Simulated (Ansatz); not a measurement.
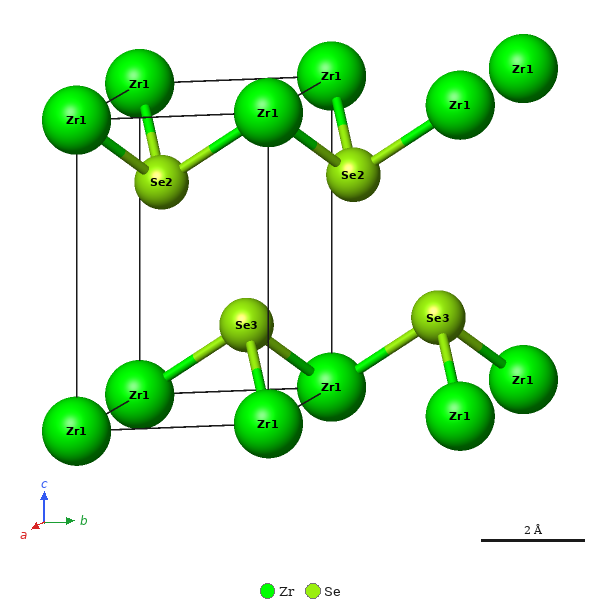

*The structure as given in the input (ball-and-stick view of the cell of the calculation, repeated 1 × 2 × 1, seen slightly off an axis; atoms are numbered from 1 in the order of the input). An atom can appear more than once, as a periodic image.*

Near neighbours in the periodic cell (some may lie outside the picture): Zr has 6 Se at 2.68 Å; Se has 3 Zr at 2.68 Å.

# ZrSe$_{2}$: geometry relaxation (part 1 of 2)

ZrSe$_{2}$ (P-3m1, 3 atoms in the cell), computed with DFT PBEsol, scalar-relativistic, plane waves, PAW, no spin polarisation (Ansatz 0.2.0).

The structure was made by swapping elements on the sites of another compound; it need not be a known phase. It belongs to a series of runs on one base structure; here: S -> Se on all its sites, cell and atoms relaxed. Figures and captions count atoms from 1; the log counts them from 0 in places.

### What the program printed
```
Engine: ansatz 0.2.0, x86_64-unknown-linux-gnu
Pseudopotentials: kind: paw
Pseudopotential: Zr, paw, valence charge 12, recommended cutoff 420 eV (normal), Zr.paw.azcp
Pseudopotential: Se, paw, valence charge 16, recommended cutoff 420 eV (normal), Se.paw.azcp
Functional definition: PBEsol
  exchange = pbesol_x
  correlation = pbesol_c
Crystal: 3 atoms, lattice volume = 78.063 Å³
Basis set: ecut = 420 eV, 1521 PW (Γ), exchange–correlation on 54×54×90 points (8 copies of the dense FFT grid, shifted against one another)
Bands: 27, of which v1, the nominal top of the filled ones, is band 22 counted from 1 (21 counted from 0)
Symmetry: 12 space group operations
Space group: P-3m1 (ITA 164), of the structure as read, at distance tolerance 4.3e-5 Å
k-points: 100 of 864
Non-local potential: Zr, projectors of the file, l = 0: 3, l = 1: 2, l = 2: 2, l = 3: 2
Non-local potential: Se, projectors of the file, l = 0: 2, l = 1: 2, l = 2: 3, l = 3: 1
PAW form: soft (Blöchl's): semilocal exchange-correlation on the pseudo side does not see the compensation charge
PAW frozen core: Zr, regenerated for the run's functional, and the local potential with it (the file was generated under x = pbe(κ = 0.804, μ = 0.2195149727645171), c = pbe(β = 0.06672455060314922))
PAW frozen core: Se, regenerated for the run's functional, and the local potential with it (the file was generated under x = pbe(κ = 0.804, μ = 0.2195149727645171), c = pbe(β = 0.06672455060314922))
PAW one-centre angular grid: Zr, 590 points (default); XC on 64 Gauss nodes
PAW one-centre angular grid: Se, 590 points (default); XC on 64 Gauss nodes
Initial density: superposition of atomic densities (neutral atoms: chi_scale 0, normalization atom), corrected by the library's trained network
Initial wavefunctions: pseudopotential atomic-orbital guess
Functional: x = pbesol(κ = 0.804, μ = 0.12345679012345678), c = pbesol(β = 0.046)
SCF iter   1: F=—  HF=-14981.050433 eV  |F-HF|=—  |Δ(HF+E_count)|=         —  Δρ=2.60e-3  dr2=9.01e-3  ethr=1.77e-3  ⟨swp⟩=6.3  Hψ=10569  notcnv=0
preconditioner: auto → Resta (q_TF=auto, 2.480 Å⁻¹)  ε∞=5.6  [insulator: Δε(μ)=0.347 eV  Ē_g=7.855 eV  σ=0.020 eV  W_gap=1.00  n_scr=22 (ndim 8)  ℏωp=16.8 eV  f_vac=0.077  D(μ)=0.00/eV (n_scr^D=0)  ε∞_Penn≈5.6]
SCF iter   2: F=—  HF=-14981.048694 eV  |F-HF|=—  |Δ(HF+E_count)|=   1.74e-3  Δρ=1.27e-3  dr2=1.03e-3  ethr=2.05e-5  ⟨swp⟩=3.0  Hψ=6090  notcnv=0  defer=100
SCF iter   3: F=—  HF=-14981.048801 eV  |F-HF|=—  |Δ(HF+E_count)|=   1.07e-4  Δρ=6.35e-4  dr2=3.10e-4  ethr=2.35e-6  ⟨swp⟩=2.1  Hψ=3053  notcnv=0  defer=100
SCF iter   4: F=—  HF=-14981.048904 eV  |F-HF|=—  |Δ(HF+E_count)|=   1.04e-4  Δρ=1.10e-4  dr2=1.52e-5  ethr=7.05e-7  ⟨swp⟩=2.0  Hψ=3400  notcnv=0  defer=100
SCF iter   5: F=—  HF=-14981.048916 eV  |F-HF|=—  |Δ(HF+E_count)|=   1.15e-5  Δρ=2.64e-5  dr2=6.12e-7  ethr=3.45e-8  ⟨swp⟩=2.0  Hψ=3399  notcnv=0  defer=100
SCF iter   6: F=-14981.048917 eV  HF=-14981.048917 eV  |F-HF|=1.83e-8  |Δ(HF+E_count)|=   1.14e-6  Δρ=6.08e-6  dr2=8.31e-8  ethr=2.27e-10  ⟨swp⟩=8.5  Hψ=11978  notcnv=0
SCF 1 converged in 6 iterations: F = -14981.048917 eV  dr2 = 8.31e-8
  greatest PAW one-centre occupation: 1.000 electrons in one spin orbital (limit 2), on the Se atom at site 2 (counted from 0), in its partial waves of l = 2
relax step   1: F+E_penalty+E_count = -14981.04891680 eV  Δ(F+E_penalty+E_count) = +0.000e0 eV  max|allowed force component| = 1.957e-1 eV/Å  Δτ_max = 0.0000 Å  P = -1.080 GPa  Ω = 78.063 Å³  (6 SCF iters, dr2 threshold 1.00e-7 eV, accepted)
Crystal: 3 atoms, lattice volume = 70.296 Å³
Basis set: ecut = 420 eV, 1353 PW (Γ), exchange–correlation on 54×54×90 points (8 copies of the dense FFT grid, shifted against one another)
Initial density: handed on by an earlier stage of this run
Initial wavefunctions: those handed on with the density
SCF iter   1: F=—  HF=-14981.223807 eV  |F-HF|=—  |Δ(HF+E_count)|=         —  Δρ=2.25e-2  dr2=1.38e0  ethr=3.10e-3  ⟨swp⟩=5.0  Hψ=10403  notcnv=0
preconditioner: auto → LDOS  [insulator: Δε(μ)=0.038 eV  Ē_g=7.814 eV  σ=0.020 eV  W_gap=0.72  n_scr=22 (ndim 8)  ℏωp=17.7 eV  f_vac=0.014  D(μ)=0.95/eV (n_scr^D=2)  ε∞_Penn≈6.1  β→1.0]
SCF iter   2: F=—  HF=-14981.435935 eV  |F-HF|=—  |Δ(HF+E_count)|=   2.12e-1  Δρ=2.68e-2  dr2=2.49e0  ethr=3.10e-3  ⟨swp⟩=3.3  Hψ=5363  notcnv=0  defer=94
preconditioner: auto → Resta (q_TF=auto, 2.523 Å⁻¹)  ε∞=5.4  [insulator: Δε(μ)=0.040 eV  Ē_g=8.407 eV  σ=0.020 eV  W_gap=0.65  n_scr=22 (ndim 8)  ℏωp=17.7 eV  f_vac=0.019  D(μ)=0.19/eV (n_scr^D=0)  ε∞_Penn≈5.4  β→0.5]
SCF iter   3: F=—  HF=-14981.032763 eV  |F-HF|=—  |Δ(HF+E_count)|=   4.03e-1  Δρ=8.57e-3  dr2=2.26e-1  ethr=3.10e-3  ⟨swp⟩=2.3  Hψ=3643  notcnv=0  defer=95
SCF iter   4: F=—  HF=-14980.996438 eV  |F-HF|=—  |Δ(HF+E_count)|=   3.63e-2  Δρ=2.02e-3  dr2=7.01e-3  ethr=5.14e-4  ⟨swp⟩=2.1  Hψ=3717  notcnv=0  defer=93
SCF iter   5: F=—  HF=-14980.995646 eV  |F-HF|=—  |Δ(HF+E_count)|=   7.92e-4  Δρ=7.44e-4  dr2=8.66e-4  ethr=1.59e-5  ⟨swp⟩=2.1  Hψ=3485  notcnv=0  defer=94
SCF iter   6: F=—  HF=-14980.995508 eV  |F-HF|=—  |Δ(HF+E_count)|=   1.38e-4  Δρ=1.17e-4  dr2=2.63e-5  ethr=1.97e-6  ⟨swp⟩=2.8  Hψ=4487  notcnv=0  defer=94
SCF iter   7: F=—  HF=-14980.995499 eV  |F-HF|=—  |Δ(HF+E_count)|=   9.00e-6  Δρ=5.80e-5  dr2=2.49e-6  ethr=5.97e-8  ⟨swp⟩=2.0  Hψ=4761  notcnv=0  defer=94
SCF iter   8: F=-14980.995500 eV  HF=-14980.995500 eV  |F-HF|=1.06e-7  |Δ(HF+E_count)|=   9.30e-7  Δρ=1.36e-5  dr2=1.76e-7  ethr=6.82e-10  ⟨swp⟩=9.2  Hψ=12214  notcnv=0
SCF 2 converged in 8 iterations: F = -14980.995500 eV  dr2 = 1.76e-7
relax step   2: F+E_penalty+E_count = -14980.99549996 eV  Δ(F+E_penalty+E_count) = +5.342e-2 eV  max|allowed force component| = 6.992e-1 eV/Å  Δτ_max = 0.1813 Å  P = -0.983 GPa  Ω = 70.296 Å³  energy of the carried Pulay correction = +9.181e-4 eV  (8 SCF iters, dr2 threshold 3.00e-7 eV, rejected (line search))
Crystal: 3 atoms, lattice volume = 74.008 Å³
Basis set: ecut = 420 eV, 1425 PW (Γ), exchange–correlation on 54×54×90 points (8 copies of the dense FFT grid, shifted against one another)
iter 1 solved again at ethr=7.72e-4 eV; its pass at ethr=3.10e-3 eV (dr2=3.40e-1 eV) is discarded
SCF iter   1: F=—  HF=-14981.153067 eV  |F-HF|=—  |Δ(HF+E_count)|=         —  Δρ=1.22e-2  dr2=3.40e-1  ethr=7.72e-4  ⟨swp⟩=1.0  Hψ=13551  notcnv=0
preconditioner: auto → Resta (q_TF=auto, 2.502 Å⁻¹)  ε∞=5.5  [insulator: Δε(μ)=0.236 eV  Ē_g=8.159 eV  σ=0.020 eV  W_gap=1.00  n_scr=22 (ndim 8)  ℏωp=17.3 eV  f_vac=0.049  D(μ)=0.00/eV (n_scr^D=0)  ε∞_Penn≈5.5]
SCF iter   2: F=—  HF=-14981.089615 eV  |F-HF|=—  |Δ(HF+E_count)|=   6.35e-2  Δρ=4.35e-3  dr2=1.84e-2  ethr=7.72e-4  ⟨swp⟩=2.1  Hψ=3721  notcnv=0
SCF iter   3: F=—  HF=-14981.085079 eV  |F-HF|=—  |Δ(HF+E_count)|=   4.54e-3  Δρ=1.77e-3  dr2=3.67e-3  ethr=4.19e-5  ⟨swp⟩=3.0  Hψ=5176  notcnv=0
SCF iter   4: F=—  HF=-14981.084930 eV  |F-HF|=—  |Δ(HF+E_count)|=   1.49e-4  Δρ=6.87e-4  dr2=4.83e-4  ethr=8.33e-6  ⟨swp⟩=2.9  Hψ=5272  notcnv=0
SCF iter   5: F=—  HF=-14981.085010 eV  |F-HF|=—  |Δ(HF+E_count)|=   8.04e-5  Δρ=2.18e-4  dr2=5.75e-5  ethr=1.10e-6  ⟨swp⟩=2.2  Hψ=3765  notcnv=0
SCF iter   6: F=—  HF=-14981.085021 eV  |F-HF|=—  |Δ(HF+E_count)|=   1.10e-5  Δρ=6.79e-5  dr2=5.03e-6  ethr=1.31e-7  ⟨swp⟩=2.0  Hψ=4797  notcnv=0
SCF iter   7: F=—  HF=-14981.085027 eV  |F-HF|=—  |Δ(HF+E_count)|=   5.89e-6  Δρ=1.22e-5  dr2=1.36e-7  ethr=1.14e-8  ⟨swp⟩=2.0  Hψ=3500  notcnv=0
SCF iter   8: F=—  HF=-14981.085028 eV  |F-HF|=—  |Δ(HF+E_count)|=   8.52e-7  Δρ=3.38e-6  dr2=1.37e-8  ethr=3.09e-10  ⟨swp⟩=2.0  Hψ=3500  notcnv=0
SCF iter   9: F=—  HF=-14981.085028 eV  |F-HF|=—  |Δ(HF+E_count)|=   2.13e-8  Δρ=7.19e-7  dr2=5.69e-10  ethr=3.11e-11  ⟨swp⟩=2.0  Hψ=3482  notcnv=0
SCF iter  10: F=-14981.085028 eV  HF=-14981.085028 eV  |F-HF|=2.55e-11  |Δ(HF+E_count)|=  8.19e-10  Δρ=2.11e-7  dr2=4.07e-11  ethr=1.00e-12  ⟨swp⟩=4.1  Hψ=9377  notcnv=0
SCF 3 converged in 10 iterations: F = -14981.085028 eV  dr2 = 4.07e-11
relax step   3: F+E_penalty+E_count = -14981.08502803 eV  Δ(F+E_penalty+E_count) = -3.611e-2 eV  max|allowed force component| = 5.615e-2 eV/Å  Δτ_max = 0.0649 Å  P = +0.303 GPa  Ω = 74.008 Å³  energy of the carried Pulay correction = +4.676e-4 eV  (10 SCF iters, accepted)
Crystal: 3 atoms, lattice volume = 74.005 Å³
Basis set: ecut = 420 eV, 1449 PW (Γ), exchange–correlation on 54×54×90 points (8 copies of the dense FFT grid, shifted against one another)
iter 1 solved again at ethr=3.84e-7 eV; its pass at ethr=3.10e-3 eV (dr2=1.69e-4 eV) is discarded
SCF iter   1: F=—  HF=-14981.085449 eV  |F-HF|=—  |Δ(HF+E_count)|=         —  Δρ=5.57e-4  dr2=1.60e-4  ethr=3.84e-7  ⟨swp⟩=2.3  Hψ=12591  notcnv=0
preconditioner: auto → Resta (q_TF=auto, 2.502 Å⁻¹)  ε∞=5.6  [insulator: Δε(μ)=0.092 eV  Ē_g=8.007 eV  σ=0.020 eV  W_gap=1.00  n_scr=22 (ndim 8)  ℏωp=17.3 eV  f_vac=0.040  D(μ)=0.00/eV (n_scr^D=0)  ε∞_Penn≈5.6]
SCF iter   2: F=—  HF=-14981.085398 eV  |F-HF|=—  |Δ(HF+E_count)|=   5.17e-5  Δρ=2.57e-4  dr2=3.17e-5  ethr=3.65e-7  ⟨swp⟩=2.3  Hψ=3588  notcnv=0
SCF iter   3: F=—  HF=-14981.085388 eV  |F-HF|=—  |Δ(HF+E_count)|=   9.71e-6  Δρ=4.34e-5  dr2=2.19e-6  ethr=7.21e-8  ⟨swp⟩=2.0  Hψ=4800  notcnv=0
SCF iter   4: F=—  HF=-14981.085388 eV  |F-HF|=—  |Δ(HF+E_count)|=   3.37e-7  Δρ=2.12e-5  dr2=5.13e-7  ethr=4.99e-9  ⟨swp⟩=3.0  Hψ=4807  notcnv=0
SCF iter   5: F=-14981.085388 eV  HF=-14981.085388 eV  |F-HF|=1.01e-8  |Δ(HF+E_count)|=   2.15e-8  Δρ=5.66e-6  dr2=4.12e-8  ethr=5.44e-10  ⟨swp⟩=4.3  Hψ=9836  notcnv=0
SCF 4 converged in 5 iterations: F = -14981.085388 eV  dr2 = 4.12e-8
relax step   4: F+E_penalty+E_count = -14981.08538822 eV  Δ(F+E_penalty+E_count) = -3.602e-4 eV  max|allowed force component| = 1.360e-2 eV/Å  Δτ_max = 0.0079 Å  P = -0.077 GPa  Ω = 74.005 Å³  energy of the carried Pulay correction = +4.679e-4 eV  (5 SCF iters, dr2 threshold 2.40e-7 eV, accepted)
Crystal: 3 atoms, lattice volume = 73.969 Å³
iter 1 solved again at ethr=1.87e-8 eV; its pass at ethr=3.10e-3 eV (dr2=8.24e-6 eV) is discarded
SCF iter   1: F=—  HF=-14981.085416 eV  |F-HF|=—  |Δ(HF+E_count)|=         —  Δρ=6.11e-5  dr2=8.28e-6  ethr=1.87e-8  ⟨swp⟩=2.6  Hψ=12234  notcnv=0
preconditioner: auto → Resta (q_TF=auto, 2.502 Å⁻¹)  ε∞=5.7  [insulator: Δε(μ)=0.089 eV  Ē_g=8.007 eV  σ=0.020 eV  W_gap=1.00  n_scr=22 (ndim 8)  ℏωp=17.3 eV  f_vac=0.040  D(μ)=0.00/eV (n_scr^D=0)  ε∞_Penn≈5.7]
SCF iter   2: F=—  HF=-14981.085413 eV  |F-HF|=—  |Δ(HF+E_count)|=   3.02e-6  Δρ=2.33e-5  dr2=3.97e-7  ethr=1.87e-8  ⟨swp⟩=1.9  Hψ=2975  notcnv=0
SCF iter   3: F=—  HF=-14981.085413 eV  |F-HF|=—  |Δ(HF+E_count)|=   9.65e-8  Δρ=1.07e-5  dr2=1.14e-7  ethr=6.25e-11  ⟨swp⟩=5.5  Hψ=10801  notcnv=0
SCF iter   4: F=-14981.085413 eV  HF=-14981.085413 eV  |F-HF|=1.63e-9  |Δ(HF+E_count)|=   1.21e-8  Δρ=2.85e-6  dr2=9.95e-9  ethr=6.25e-11  ⟨swp⟩=3.0  Hψ=10478  notcnv=0
SCF 5 converged in 4 iterations: F = -14981.085413 eV  dr2 = 9.95e-9
relax step   5: F+E_penalty+E_count = -14981.08541270 eV  Δ(F+E_penalty+E_count) = -2.448e-5 eV  max|allowed force component| = 7.122e-4 eV/Å  Δτ_max = 0.0006 Å  P = -0.006 GPa  Ω = 73.969 Å³  energy of the carried Pulay correction = +4.721e-4 eV  (4 SCF iters, dr2 threshold 2.75e-8 eV, accepted)
Basis set: ecut = 420 eV, 1449 PW (Γ), exchange–correlation on 50×50×90 points (8 copies of the dense FFT grid, shifted against one another)
Initial wavefunctions: pseudopotential atomic-orbital guess (no wavefunctions were taken with the density)
iter 1 solved again at ethr=5.93e-8 eV; its pass at ethr=3.10e-3 eV (dr2=2.61e-5 eV) is discarded
SCF iter   1: F=—  HF=-14981.084974 eV  |F-HF|=—  |Δ(HF+E_count)|=         —  Δρ=4.00e-5  dr2=1.40e-7  ethr=5.93e-8  ⟨swp⟩=3.2  Hψ=18405  notcnv=0
preconditioner: auto → Resta (q_TF=auto, 2.502 Å⁻¹)  ε∞=5.7  [insulator: Δε(μ)=0.090 eV  Ē_g=8.008 eV  σ=0.020 eV  W_gap=1.00  n_scr=22 (ndim 8)  ℏωp=17.3 eV  f_vac=0.035  D(μ)=0.00/eV (n_scr^D=0)  ε∞_Penn≈5.7]
SCF iter   2: F=—  HF=-14981.084969 eV  |F-HF|=—  |Δ(HF+E_count)|=   4.07e-6  Δρ=2.20e-5  dr2=7.18e-8  ethr=3.18e-10  ⟨swp⟩=2.0  Hψ=4808  notcnv=0
SCF iter   3: F=—  HF=-14981.084970 eV  |F-HF|=—  |Δ(HF+E_count)|=   9.20e-8  Δρ=8.15e-6  dr2=1.27e-8  ethr=1.63e-10  ⟨swp⟩=2.0  Hψ=3334  notcnv=0
SCF iter   4: F=—  HF=-14981.084970 eV  |F-HF|=—  |Δ(HF+E_count)|=   1.06e-8  Δρ=1.78e-6  dr2=9.91e-10  ethr=2.88e-11  ⟨swp⟩=2.7  Hψ=4113  notcnv=0
SCF iter   5: F=-14981.084970 eV  HF=-14981.084970 eV  |F-HF|=5.28e-11  |Δ(HF+E_count)|=  4.11e-10  Δρ=3.51e-7  dr2=9.07e-11  ethr=1.00e-12  ⟨swp⟩=3.1  Hψ=10552  notcnv=0
SCF 6 converged in 5 iterations: F = -14981.084970 eV  dr2 = 9.07e-11
relax step   6: F+E_penalty+E_count = -14981.08496959 eV  Δ(F+E_penalty+E_count) = +4.431e-4 eV  max|allowed force component| = 5.487e-4 eV/Å  Δτ_max = 0.0000 Å  P = -0.008 GPa  Ω = 73.969 Å³  stress off target by 1.46e-2 GPa  SCF on the basis re-selected at this cell (its energy is not comparable with the rows above)  (5 SCF iters)
```

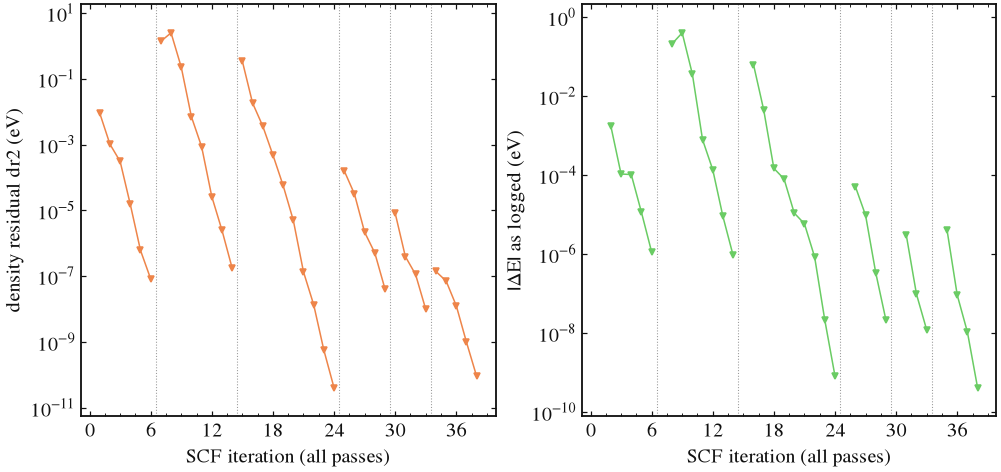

*Convergence of the self-consistent field: density residual dr2 and size of the energy change against the SCF iteration. The dotted lines part the SCF passes of the relaxation: geometry steps, rejected trials and re-solves on a re-selected basis.*

The 6 passes take 4 to 10 iterations each, 38 in all.
